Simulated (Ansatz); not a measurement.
## Geometry relaxation of InSb (part 2 of 2)

Continued. System: InSb (2 atoms in the cell). Method: DFT r2SCAN, scalar-relativistic, plane waves, PAW, no spin polarisation (Ansatz 0.2.0); cutoff 500 eV, 10×10×10 k-mesh, Gaussian smearing of 0.01 eV. The structure derives from an entry of the Crystallography Open Database.

Geometry of the input (Å; fractional positions):
```
0.0000  3.2391  3.2391
3.2391  0.0000  3.2391
3.2391  3.2391  0.0000
In 0.0000  0.0000  0.0000
Sb 0.7500  0.7500  0.7500
```

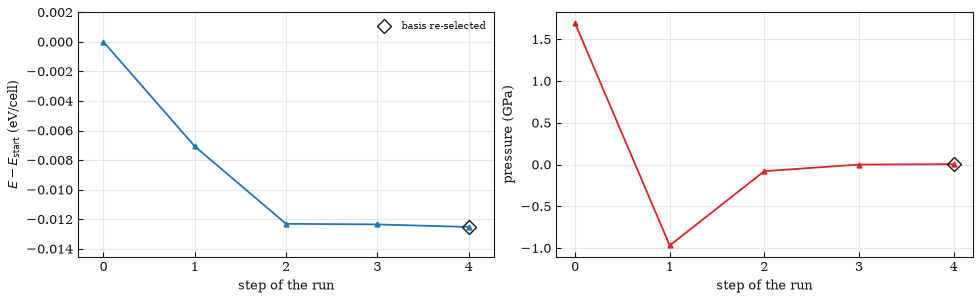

**Figure 1.** Progress of the relaxation, step by step (the first geometry is step 0 here and step 1 in the log).

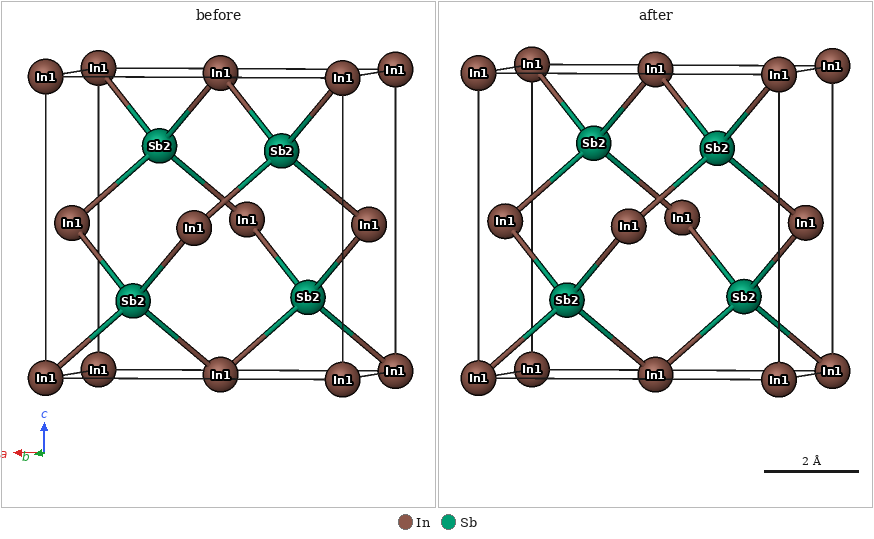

**Figure 2.** Before (left) and after (right) the relaxation, at one scale (ball-and-stick view of the cell 4 times as large as that of the calculation, set on its symmetry axes, seen at an oblique angle). After 3 geometry steps the energy has fallen by 12.4 meV per cell of the calculation. All forces vanish by symmetry, so only the cell relaxes. The pressure goes from 1.69 to 0.00 GPa. No atom moves by more than 0.005 Å relative to the cell. Cell: a = b = c 6.478 → 6.555 Å (+1.2 %). Volume +3.6 %. Among the contacts that change: In1–Sb2 2.805 → 2.838 Å. The space group stays F-43m (No. 216). A last SCF at the same geometry on a re-selected plane-wave basis shifts the energy by −0.2 meV per cell of the calculation. (Atoms are counted from 1 in the order of the input.)

```
basis re-selected at this cell: Δ(F+E_penalty+E_count) = -1.704e-4 eV, ΔP = +0.004 GPa vs the last step (what re-selecting the basis moved, of the pressure what is left beyond the Pulay correction that the steps carried, after the strain that the cell walked since its last selection, with what the two solves' SCF thresholds leave and, on support functions, any second-order correction that the steps lacked; it is no measure of the basis error at this ecutwfc). This SCF's stress stands 4.22e-3 GPa from its target on what of the cell is left free (relax.cell.stress_tol is 5.00e-2 GPa) and its largest allowed force component is 2.89e-17 eV/Å (relax.f_tol is 5.00e-3 eV/Å): within both
SCF converged after 5 iterations
Free energy (F): -12111.441085 eV
Harris-Foulkes:  -12111.441085 eV  (|F-HF|=0.00e0)
Internal energy: -12111.441081 eV  (E = F + TS)
E sigma→0 (E₀):  -12111.441083 eV
Entropy (-TS):   -0.000003 eV (-0.002 meV/atom)
Fermi energy:    6.765353 eV
--- Per-component energies (eV) ---
  E_band       = -289.551732
  E_kinetic    = 448.911914
  E_local      = -3247.139344  (includes V_loc(G=0)·N_el)
  E_nonlocal   = 731.404668
  E_hartree    = 1396.845054
  E_xc         = -327.594172
  E_vxc        = -208.589866  (∫ρ·V_xc dr)
  E_paw        = -8787.737869  (= ΣΔE_a)
  E_vpaw       = -822.186100  (= ΣTr[D̂ρ^β])
  E_aug_tail   = 0.000007  (compensation charges beyond the density's cutoff)
  E_vtau       = 14.356937  (kinetic-family band-sum trace: ∫τ·v_τ [+ j·A + Jᵃ·Aᵃ] dr)
  E_ewald      = -2327.602921
  E_core_change = 1.471583  (= ΣΔE_core)
  E_smearing   = -0.000003  (= −TS)
  E_closure    = 0.000000  (closes the sum)
  Σ components = -12111.441085   (vs F -12111.441085, Δ=0.00e0)
--- Forces (eV/Å), atoms counted from 1 ---
  atom   1  In    -0.00000000    -0.00000000     0.00000000
  atom   2  Sb     0.00000000     0.00000000    -0.00000000
  max |Σ_I F_I| component: 1.62e-17 eV/Å
--- Stress (GPa, compression-positive) ---
        0.004223      -0.000000      -0.000000
       -0.000000       0.004223       0.000000
       -0.000000       0.000000       0.004223
  P = ⅓ Tr σ = 0.0042 GPa (0.042 kbar)
--- Band table (eV; the first three rows and the last of 47) ---
  k-point 0: bands = ["-22.4657", "-22.4657", "-22.4657", "-22.4469", "-22.4469", "-8.3102", "-8.3102", "-8.3102", "-8.2258", "-8.2258", "-4.1384", "6.7505", "6.7505", "6.7505", "6.7768", "9.9846", "9.9846", "9.9846"]
  k-point 1: bands = ["-22.4657", "-22.4656", "-22.4656", "-22.4468", "-22.4468", "-8.3145", "-8.3082", "-8.3082", "-8.2260", "-8.2260", "-4.0469", "5.3330", "6.6158", "6.6158", "7.7529", "10.1770", "10.1770", "10.1983"]
  k-point 2: bands = ["-22.4657", "-22.4654", "-22.4654", "-22.4467", "-22.4467", "-8.3257", "-8.3029", "-8.3029", "-8.2262", "-8.2262", "-3.7834", "3.8588", "6.3215", "6.3215", "7.9234", "10.5666", "10.5666", "11.1257"]
  k-point 46: bands = ["-22.4659", "-22.4648", "-22.4635", "-22.4469", "-22.4456", "-8.3759", "-8.2784", "-8.2697", "-8.2356", "-8.2237", "-2.1493", "0.9497", "3.9857", "4.1157", "10.0870", "10.2867", "12.1321", "12.4836"]
--- Relaxed structure (4 steps of the walk, 4 accepted, 1 SCFs on fresh bases) ---
  F+E_penalty+E_count = -12111.44108480 eV   max|allowed force component| = 2.891e-17 eV/Å   (the final SCF, on the basis selected at the relaxed cell)
  cell:  # Å, volume = 70.4188 Å³
    - [-1.3247967285528534e-33, 3.277577362049822, 3.277577362049822]
    - [3.277577362049822, 1.0088836625133268e-32, 3.277577362049822]
    - [3.277577362049822, 3.277577362049822, 8.56022501526459e-33]
  atoms:
    - { symbol: In, position: [1.9918697519981604e-33, -2.1504265481771182e-33, -2.3684421429231855e-33] }
    - { symbol: Sb, position: [0.75, 0.75, 0.75] }
```

## Trajectory as extended XYZ (Å, eV, eV/Å), 5 frames, from step=1 to step=5
```
2
Lattice="0.0000 3.2391 3.2391 3.2391 0.0000 3.2391 3.2391 3.2391 0.0000" Properties=species:S:1:pos:R:3:forces:R:3 step=1 energy=-12111.42856 pressure_GPa=1.69
In    0.0000    0.0000    0.0000    0.0000   0.0000   0.0000
Sb    4.8586    4.8586    4.8586    0.0000   0.0000   0.0000
2
Lattice="0.0000 3.3039 3.3039 3.3039 0.0000 3.3039 3.3039 3.3039 0.0000" Properties=species:S:1:pos:R:3:forces:R:3 step=2 energy=-12111.43563 pressure_GPa=-0.97
In    0.0000    0.0000    0.0000    0.0000   0.0000   0.0000
Sb    4.9558    4.9558    4.9558    0.0000   0.0000   0.0000
2
Lattice="0.0000 3.2797 3.2797 3.2797 0.0000 3.2797 3.2797 3.2797 0.0000" Properties=species:S:1:pos:R:3:forces:R:3 step=3 energy=-12111.44087 pressure_GPa=-0.08
In    0.0000    0.0000    0.0000    0.0000   0.0000   0.0000
Sb    4.9195    4.9195    4.9195    0.0000   0.0000   0.0000
2
Lattice="0.0000 3.2776 3.2776 3.2776 0.0000 3.2776 3.2776 3.2776 0.0000" Properties=species:S:1:pos:R:3:forces:R:3 step=4 energy=-12111.44091 pressure_GPa=0.00
In    0.0000    0.0000    0.0000    0.0000   0.0000   0.0000
Sb    4.9164    4.9164    4.9164    0.0000   0.0000   0.0000
2
Lattice="0.0000 3.2776 3.2776 3.2776 0.0000 3.2776 3.2776 3.2776 0.0000" Properties=species:S:1:pos:R:3:forces:R:3 step=5 energy=-12111.44109 pressure_GPa=0.00
In    0.0000    0.0000    0.0000    0.0000   0.0000   0.0000
Sb    4.9164    4.9164    4.9164    0.0000   0.0000   0.0000
```

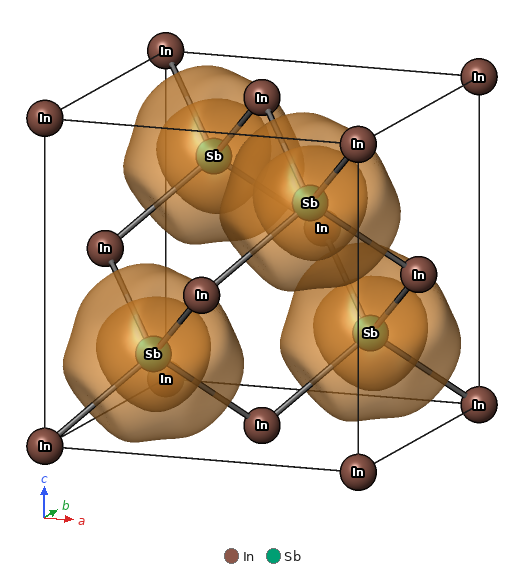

**Figure 3.** Isosurface of the electron localisation function at 0.45 (orange), seen slightly off an axis. Core shells and regions of very low density are left out. Sticks mark near contacts. The outline is the cell set on symmetry axes. Profiles from the grid: In–Sb (2.84 Å): the ELF peaks at about 0.70 between the atoms. In a PAW calculation such maps are meaningful between the atoms, not at the nuclei.

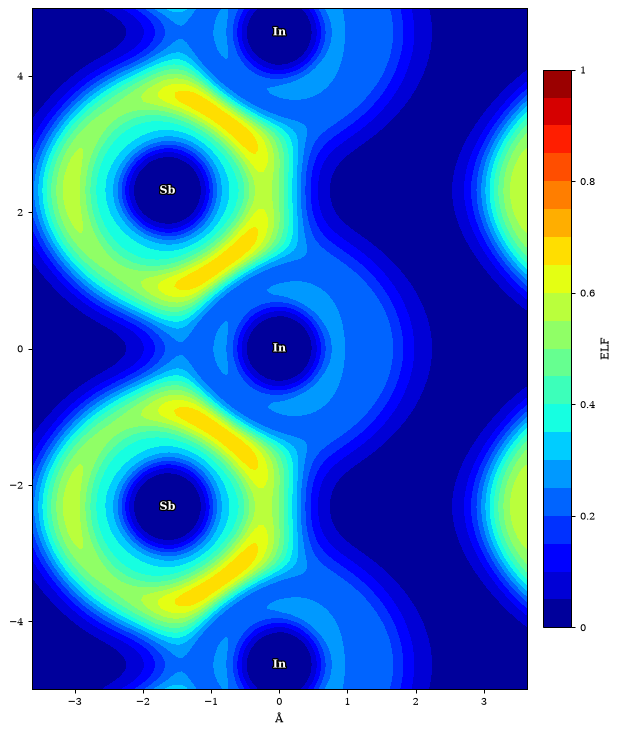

**Figure 4.** ELF on the (011) plane of the conventional cell. The section cuts through In and Sb sites. In–Sb (2.84 Å): the ELF peaks at about 0.70 between the atoms.

## Key numbers

- outcome: converged
- space group (tolerance 0.01 Å): F-43m (216)
- electrons treated: 28
- free energy: −12111.4411 eV
- Fermi energy: 6.765 eV
- gap on the k-point mesh: 0.03 eV
- pressure: 0.00 GPa
- final volume: 70.42 Å³
- largest force (length of the vector) at the end: under 0.001 eV/Å
- final cell: a = 4.635 Å, b = 4.635 Å, c = 4.635 Å, α = 60.00°, β = 60.00°, γ = 60.00°
- hardware: 2 threads of AMD EPYC (Zen 5), 32 GiB of memory available, shared host
- wall time: 14 s (CPU time 27 s)
- peak memory: 0.65 GiB
